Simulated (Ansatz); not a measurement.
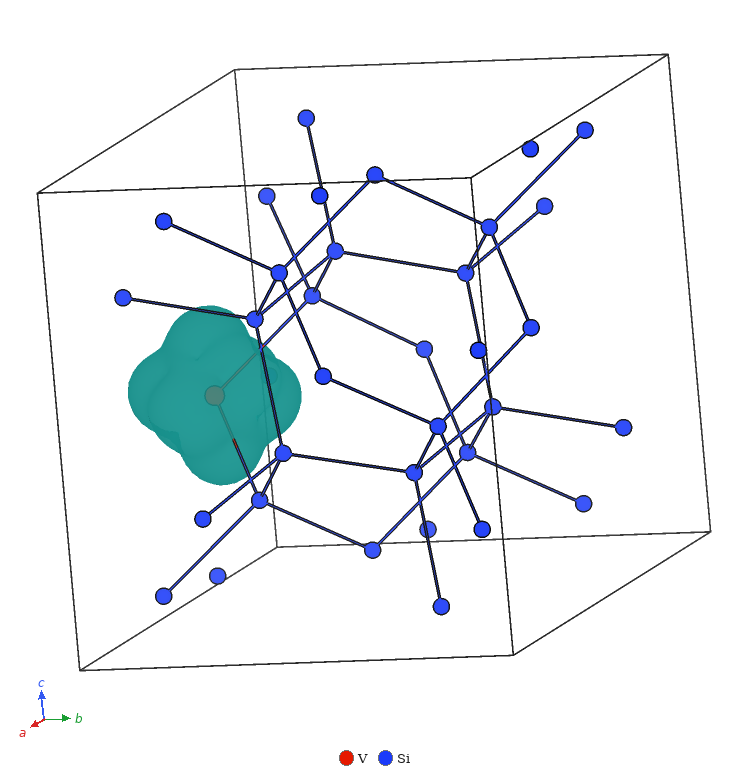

Figure 1: VSi35 (cell charge −1, with a compensating background) (cell with a defect). Isosurface of the magnetisation density (up minus down) at +0.03 e/Å³ (teal), seen slightly off an axis. Sticks mark near contacts.

Spin-polarised.

Theory: DFT PBE, scalar-relativistic, plane waves, PAW in Ansatz 0.2.0.

```yaml
crystal:
  lattice:
    - [-5.77692, 3.33531, -6.36502]
    - [5.77692, 3.33531, -6.36502]
    - [0.00000, -6.67061, -6.36502]
  atoms:
    - { symbol: V, position: [0.42464, 0.09098, 0.42427] }
    - { symbol: Si, position: [0.75609, 0.09140, 0.08993] }
    - { symbol: Si, position: [0.09038, 0.42261, 0.42445] }
    - { symbol: Si, position: [0.75604, 0.75695, 0.42436] }
    - { symbol: Si, position: [0.42479, 0.42255, 0.09010] }
    - { symbol: Si, position: [0.09045, 0.09139, 0.75559] }
    - { symbol: Si, position: [0.75680, 0.42329, 0.75638] }
    - { symbol: Si, position: [0.09050, 0.75708, 0.09011] }
    - { symbol: Si, position: [0.42477, 0.75687, 0.75577] }
    - { symbol: Si, position: [0.03356, 0.03298, 0.36605] }
    - { symbol: Si, position: [0.36641, 0.03298, 0.03326] }
    - { symbol: Si, position: [0.70335, 0.36994, 0.36646] }
    - { symbol: Si, position: [0.36642, 0.70024, 0.36602] }
    - { symbol: Si, position: [0.03474, 0.36736, 0.03437] }
    - { symbol: Si, position: [0.70336, 0.03342, 0.70299] }
    - { symbol: Si, position: [0.36687, 0.36994, 0.70303] }
    - { symbol: Si, position: [0.70079, 0.70128, 0.03429] }
    - { symbol: Si, position: [0.03470, 0.70130, 0.70038] }
    - { symbol: Si, position: [0.29643, 0.96311, 0.29614] }
    - { symbol: Si, position: [0.63158, 0.96618, 0.96627] }
    - { symbol: Si, position: [0.96662, 0.29816, 0.29929] }
    - { symbol: Si, position: [0.63158, 0.63322, 0.29919] }
    - { symbol: Si, position: [0.29964, 0.29815, 0.96632] }
    - { symbol: Si, position: [0.96663, 0.96620, 0.63121] }
    - { symbol: Si, position: [0.63166, 0.29825, 0.63127] }
    - { symbol: Si, position: [0.96553, 0.63208, 0.96513] }
    - { symbol: Si, position: [0.29962, 0.63321, 0.63120] }
    - { symbol: Si, position: [0.90721, 0.90967, 0.24266] }
    - { symbol: Si, position: [0.24307, 0.90967, 0.90684] }
    - { symbol: Si, position: [0.58122, 0.24764, 0.24054] }
    - { symbol: Si, position: [0.24305, 0.57381, 0.24272] }
    - { symbol: Si, position: [0.91009, 0.24165, 0.90958] }
    - { symbol: Si, position: [0.58121, 0.90728, 0.58093] }
    - { symbol: Si, position: [0.24098, 0.24777, 0.58074] }
    - { symbol: Si, position: [0.57507, 0.57646, 0.90966] }
    - { symbol: Si, position: [0.90996, 0.57658, 0.57467] }
```

**Which atoms carry the moments, and with what signs?**

The spin density sits on V: +1.5 μB in one cell of 36 atoms: a single local moment. The cell of the calculation (36 atoms) carries 2.0 μB of net spin moment.
